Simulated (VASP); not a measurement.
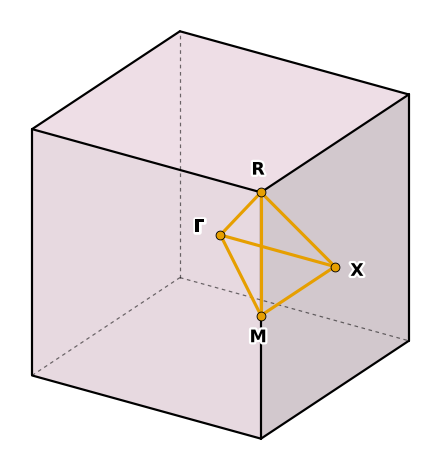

For BaTiO3, an entry of the Crystallography Open Database, as set up for an electronic-structure calculation: the figure shows the first Brillouin zone with its special points and a band path. The drawing is computed from the coordinates (standard cell, symmetry found to 0.002 Å).

Labels and path follow the convention of Hinuma et al. (2017), as computed by seekpath.

Q: Name the Bravais lattice of the crystal.

A: A simple cubic lattice (cP; extended symbol cP2). The zone is a cube: 6 faces (6 with 4 edges), 12 edges, 8 vertices.

Q: Write the standard path through the labelled points.

A: Γ–X–M–Γ–R–X | R–M
